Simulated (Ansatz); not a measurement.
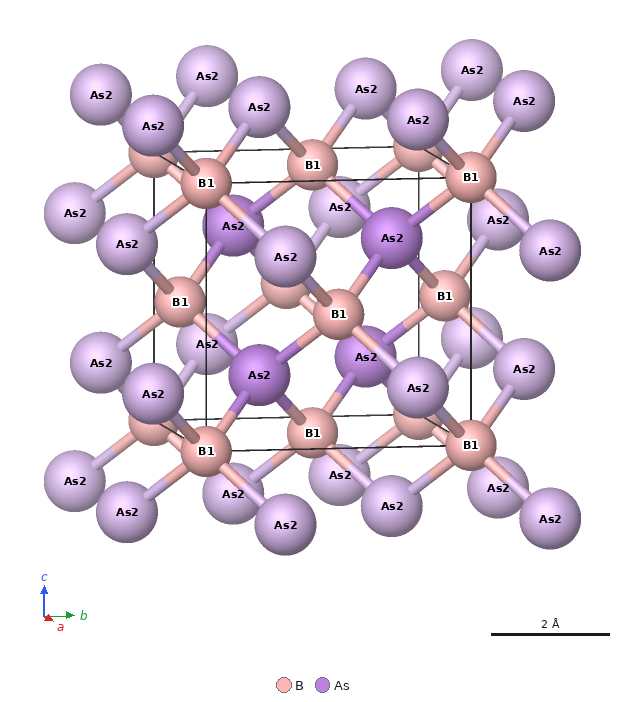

Fig. 1: The structure (ball-and-stick view of the cell 4 times as large as that of the calculation, set on its symmetry axes, seen slightly off an axis; neighbours outside the cell are drawn fainter; atoms are numbered from 1 in the order of the input). An atom can appear more than once, as a periodic image. Near neighbours in the periodic cell (some may lie outside the picture): B has 4 As at 2.00 Å; As has 4 B at 2.00 Å.

**BAs: one change and its effect**

System: BAs (F-43m, 2 atoms in the cell).
Method of run 1: DFT PBE, scalar-relativistic, plane waves, PAW, no spin polarisation (Ansatz 0.2.0).

The structure derives from an entry of the Crystallography Open Database. Text and figures count atoms from 1; the logs count them from 0 in places.

**Input file, run 1**
```yaml
crystal:
  lattice:
    - [0.0, 2.3041086813, 2.3041086813]
    - [2.3041086813, 0.0, 2.3041086813]
    - [2.3041086813, 2.3041086813, 0.0]
  atoms:
    - { symbol: B, position: [0.0, 0.0, 0.0] }
    - { symbol: As, position: [0.25, 0.25, 0.25] }
basis:
  ecutwfc: 420
kpoints:
  mp_grid: { grid: [10, 10, 10] }
hamiltonian:
  xc: pbe
scf:
  occupations: { method: gaussian, width: 0.02 }
output:
  forces: true
  stress: true
  eigenvalues: true
```

Launched with:
```bash
ansatz run input.yaml --threads 1 --pin off --max-ram 2560MiB --backend cpu --events-out ev --progress --plain --runs-dir out
```

Hardware: 1 thread of Arm Neoverse V1, 24 GiB of memory available, shared host.

**Output, shortened to warnings, some set-up lines, iterations and results (run 1)**
```
Basis set: ecut = 420 eV, 531 PW (Γ), exchange–correlation on 48×48×48 points (8 copies of the dense FFT grid, shifted against one another)
Symmetry: 24 space group operations
k-points: 47 of 1000 (time reversal used)
Initial density: superposition of atomic densities (neutral atoms: chi_scale 0, normalization atom), corrected by the library's trained network
[...]
SCF iter   1: F=—  HF=-5011.899884 eV  |F-HF|=—  |Δ(HF+E_count)|=         —  Δρ=1.21e-3  dr2=2.58e-4  ethr=1.77e-3  ⟨swp⟩=6.0  Hψ=3391  notcnv=0
SCF iter   2: F=—  HF=-5011.900068 eV  |F-HF|=—  |Δ(HF+E_count)|=   1.83e-4  Δρ=6.80e-4  dr2=6.87e-5  ethr=1.43e-6  ⟨swp⟩=2.0  Hψ=1542  notcnv=0
SCF iter   3: F=—  HF=-5011.900093 eV  |F-HF|=—  |Δ(HF+E_count)|=   2.56e-5  Δρ=3.55e-4  dr2=1.54e-5  ethr=3.82e-7  ⟨swp⟩=2.0  Hψ=1027  notcnv=0
SCF iter   4: F=—  HF=-5011.900121 eV  |F-HF|=—  |Δ(HF+E_count)|=   2.80e-5  Δρ=1.10e-4  dr2=2.10e-6  ethr=8.54e-8  ⟨swp⟩=2.8  Hψ=1120  notcnv=0
SCF iter   5: F=—  HF=-5011.900124 eV  |F-HF|=—  |Δ(HF+E_count)|=   2.50e-6  Δρ=4.39e-5  dr2=4.74e-7  ethr=1.17e-8  ⟨swp⟩=3.0  Hψ=1032  notcnv=0
SCF iter   6: F=-5011.900123 eV  HF=-5011.900124 eV  |F-HF|=8.12e-8  |Δ(HF+E_count)|=   1.71e-7  Δρ=1.61e-5  dr2=4.10e-8  ethr=5.56e-10  ⟨swp⟩=2.1  Hψ=2275  notcnv=0
SCF 1 converged in 6 iterations: F = -5011.900123 eV  dr2 = 4.10e-8
SCF converged after 6 iterations
Free energy (F): -5011.900123 eV
Harris-Foulkes:  -5011.900124 eV  (|F-HF|=8.12e-8)
Internal energy: -5011.900123 eV  (E = F + TS)
E sigma→0 (E₀):  -5011.900123 eV
Fermi energy:    13.468474 eV
--- Per-component energies (eV) ---
  E_band       = -183.150733
  E_kinetic    = 157.116052
  E_local      = -1598.045517  (includes V_loc(G=0)·N_el)
  E_nonlocal   = -657.548168
  E_hartree    = 904.167682
  E_xc         = -113.259334
  E_vxc        = -120.066514  (∫ρ·V_xc dr)
  E_paw        = -1915.346838  (= ΣΔE_a)
  E_vpaw       = 227.067295  (= ΣTr[D̂ρ^β])
  E_aug_tail   = 0.000006  (compensation charges beyond the density's cutoff)
  E_ewald      = -1788.984007
  E_smearing   = -0.000000  (= −TS)
  E_closure    = 0.000000  (closes the sum)
  Σ components = -5011.900123   (vs F -5011.900123, Δ=0.00e0)
--- Forces (eV/Å), atoms counted from 1 ---
  atom   1  B      0.00000000    -0.00000000     0.00000000
  atom   2  As     0.00000000    -0.00000000    -0.00000000
  max |Σ_I F_I| component: 5.75e-16 eV/Å
--- Stress (GPa, compression-positive) ---
       21.870065      -0.000000       0.000000
        0.000000      21.870065       0.000000
       -0.000000       0.000000      21.870065
  P = ⅓ Tr σ = 21.8701 GPa (218.701 kbar)
```

The input of run 2 differs as follows (lines with − go, lines with + come):
```diff
+  convergence: { dr2_threshold: 1.0e-20 }
+  max_iter: 75
```

How does run 2 compare with run 1?

Both reach the same energy, so the change doesn't alter the result. The SCF takes 13 iterations against 6.

**Output, shortened to warnings, some set-up lines, iterations and results (run 2)**
```
Basis set: ecut = 420 eV, 531 PW (Γ), exchange–correlation on 48×48×48 points (8 copies of the dense FFT grid, shifted against one another)
Symmetry: 24 space group operations
k-points: 47 of 1000 (time reversal used)
Initial density: superposition of atomic densities (neutral atoms: chi_scale 0, normalization atom), corrected by the library's trained network
[...]
SCF iter   1: F=—  HF=-5011.899884 eV  |F-HF|=—  |Δ(HF+E_count)|=         —  Δρ=1.21e-3  dr2=2.58e-4  ethr=1.77e-3  ⟨swp⟩=6.0  Hψ=3391  notcnv=0
SCF iter   2: F=—  HF=-5011.900068 eV  |F-HF|=—  |Δ(HF+E_count)|=   1.83e-4  Δρ=6.80e-4  dr2=6.87e-5  ethr=1.43e-6  ⟨swp⟩=2.0  Hψ=1542  notcnv=0
SCF iter   3: F=—  HF=-5011.900093 eV  |F-HF|=—  |Δ(HF+E_count)|=   2.54e-5  Δρ=3.55e-4  dr2=1.54e-5  ethr=3.82e-7  ⟨swp⟩=2.0  Hψ=1027  notcnv=0
SCF iter   4: F=—  HF=-5011.900121 eV  |F-HF|=—  |Δ(HF+E_count)|=   2.82e-5  Δρ=1.10e-4  dr2=2.10e-6  ethr=8.54e-8  ⟨swp⟩=2.8  Hψ=1120  notcnv=0
SCF iter   5: F=—  HF=-5011.900124 eV  |F-HF|=—  |Δ(HF+E_count)|=   2.48e-6  Δρ=4.38e-5  dr2=4.74e-7  ethr=1.17e-8  ⟨swp⟩=3.0  Hψ=1032  notcnv=0
SCF iter   6: F=—  HF=-5011.900124 eV  |F-HF|=—  |Δ(HF+E_count)|=   1.71e-7  Δρ=1.61e-5  dr2=4.11e-8  ethr=2.63e-9  ⟨swp⟩=2.0  Hψ=1028  notcnv=0
SCF iter   7: F=—  HF=-5011.900123 eV  |F-HF|=—  |Δ(HF+E_count)|=   3.15e-8  Δρ=2.68e-6  dr2=1.26e-9  ethr=2.28e-10  ⟨swp⟩=2.0  Hψ=1039  notcnv=0
SCF iter   8: F=—  HF=-5011.900123 eV  |F-HF|=—  |Δ(HF+E_count)|=   1.45e-9  Δρ=5.07e-7  dr2=4.69e-11  ethr=6.98e-12  ⟨swp⟩=2.0  Hψ=1028  notcnv=0
SCF iter   9: F=—  HF=-5011.900123 eV  |F-HF|=—  |Δ(HF+E_count)|=  5.46e-11  Δρ=4.45e-8  dr2=3.28e-13  ethr=2.61e-13 (applied; sched 1.00e-12)  ⟨swp⟩=2.0  Hψ=1034  notcnv=0
SCF iter  10: F=—  HF=-5011.900123 eV  |F-HF|=—  |Δ(HF+E_count)|=  1.82e-12  Δρ=1.65e-9  dr2=2.31e-16  ethr=1.82e-15 (applied; sched 1.00e-12)  ⟨swp⟩=2.0  Hψ=1039  notcnv=0
SCF iter  11: F=—  HF=-5011.900123 eV  |F-HF|=—  |Δ(HF+E_count)|=    0.00e0  Δρ=5.26e-11  dr2=2.63e-19  ethr=1.28e-18 (applied; sched 1.00e-12)  ⟨swp⟩=2.0  Hψ=1033  notcnv=0
SCF iter  12: F=—  HF=-5011.900123 eV  |F-HF|=—  |Δ(HF+E_count)|=  1.82e-12  Δρ=4.10e-12  dr2=2.74e-21  ethr=1.00e-12  ⟨swp⟩=1.0  Hψ=799  notcnv=0
SCF iter  13: F=-5011.900123 eV  HF=-5011.900123 eV  |F-HF|=0.00e0  |Δ(HF+E_count)|=    0.00e0  Δρ=2.69e-12  dr2=2.46e-21  ethr=1.00e-12  ⟨swp⟩=1.0  Hψ=802  notcnv=0
SCF 1 converged in 13 iterations: F = -5011.900123 eV  dr2 = 2.46e-21
SCF converged after 13 iterations
Free energy (F): -5011.900123 eV
Harris-Foulkes:  -5011.900123 eV  (|F-HF|=0.00e0)
Internal energy: -5011.900123 eV  (E = F + TS)
E sigma→0 (E₀):  -5011.900123 eV
Fermi energy:    13.468499 eV
--- Per-component energies (eV) ---
  E_band       = -183.141727
  E_kinetic    = 157.116356
  E_local      = -1598.041832  (includes V_loc(G=0)·N_el)
  E_nonlocal   = -657.543187
  E_hartree    = 904.163691
  E_xc         = -113.259237
  E_vxc        = -120.066434  (∫ρ·V_xc dr)
  E_paw        = -1915.351914  (= ΣΔE_a)
  E_vpaw       = 227.065983  (= ΣTr[D̂ρ^β])
  E_aug_tail   = 0.000006  (compensation charges beyond the density's cutoff)
  E_ewald      = -1788.984007
  E_smearing   = -0.000000  (= −TS)
  E_closure    = 0.000000  (closes the sum)
  Σ components = -5011.900123   (vs F -5011.900123, Δ=0.00e0)
--- Forces (eV/Å), atoms counted from 1 ---
  atom   1  B      0.00000000    -0.00000000    -0.00000000
  atom   2  As     0.00000000    -0.00000000     0.00000000
  max |Σ_I F_I| component: 6.48e-16 eV/Å
--- Stress (GPa, compression-positive) ---
       21.869619      -0.000000       0.000000
       -0.000000      21.869619       0.000000
       -0.000000       0.000000      21.869619
  P = ⅓ Tr σ = 21.8696 GPa (218.696 kbar)
```

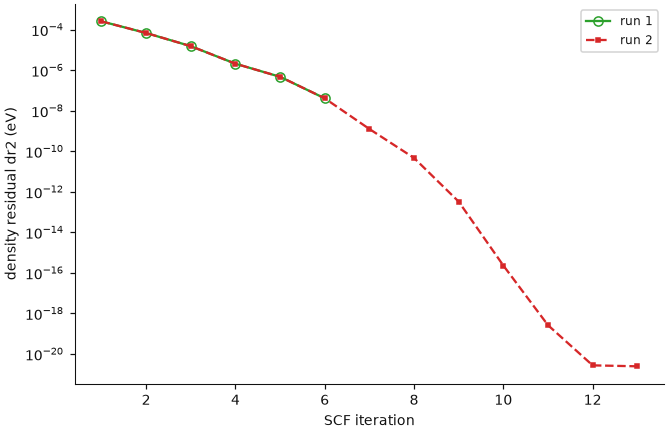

Fig. 2: Convergence of the two runs: density residual dr2 against the SCF iteration. Run 1 takes 6 iterations in all, and run 2 takes 13.

**The two runs side by side**

| quantity | run 1 | run 2 |
| --- | --- | --- |
| outcome | converged | converged |
| free energy per atom (eV) | −2505.9501 | −2505.9501 |
| gap on the mesh (eV) | 1.07 | 1.07 |
| pressure (GPa) | 21.87 | 21.87 |
| largest force (eV/Å) | 0.000 | 0.000 |
| SCF iterations | 6 | 13 |
| irreducible k-points | 47 | 47 |
| plane waves at Γ | 531 | 531 |
| wall time (shared host) | 1.9 s | 2.5 s |

For run 1: The cell is under a pressure of 22 GPa at this level, so it is not at its equilibrium volume. For run 2: This input holds a deliberate fault: an extremely tight threshold (`scf.convergence.dr2_threshold`). The threshold was met all the same, at the cost of more iterations.
